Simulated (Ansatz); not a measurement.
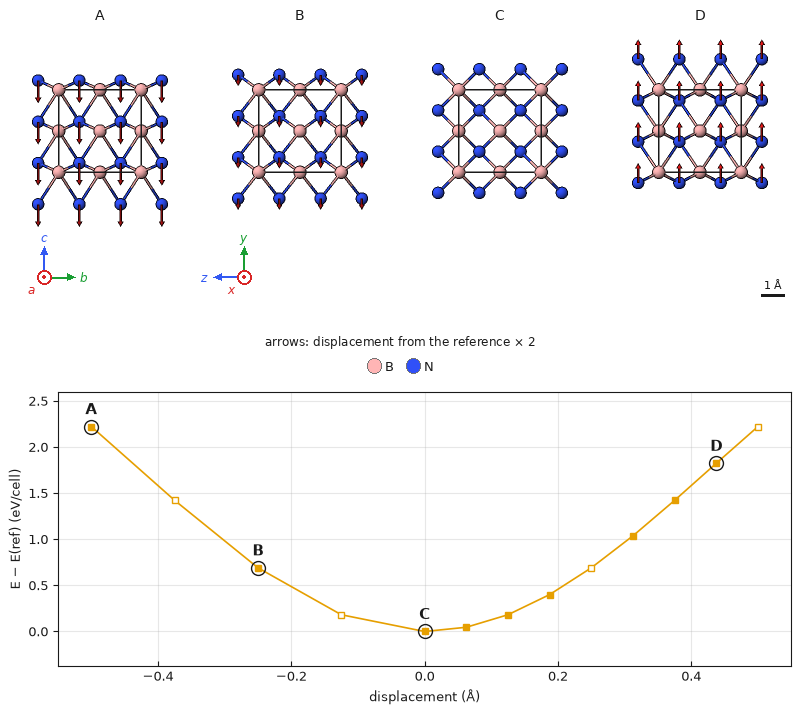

A scan of crystalline BN (F-43m): the whole N sublattice is shifted rigidly, along Cartesian [0 1 0], all else fixed. The lettered frames are marked on the plot. Hollow markers are points alike by symmetry, not computed again. A ball-and-stick model of the conventional cell (4 times the calculation's cell), seen along the a axis. Red arrows: displacements from the reference. Lengths and directions refer to the drawn axes.

All numbers below come from Ansatz 0.2.0, DFT r2SCAN, scalar-relativistic, plane waves, PAW. (plane-wave cutoff 500 eV; k-point mesh 12 × 12 × 12; occupations gaussian; smearing width 0.05 eV; no spin polarisation). Energies (free energies at the smearing named) are counted from the cell as listed in its source, which wasn't relaxed.

**What does the scan show?**

The lowest computed point lies at the displacement 0.00 Å (0.00 eV/cell). The curvature at zero is about 23 eV/Å² per cell. The well is symmetric. At the highest point the shortest interatomic distance is 1.34 Å, against 1.57 Å in the reference. The distortion takes the space group from F-43m to Imm2.
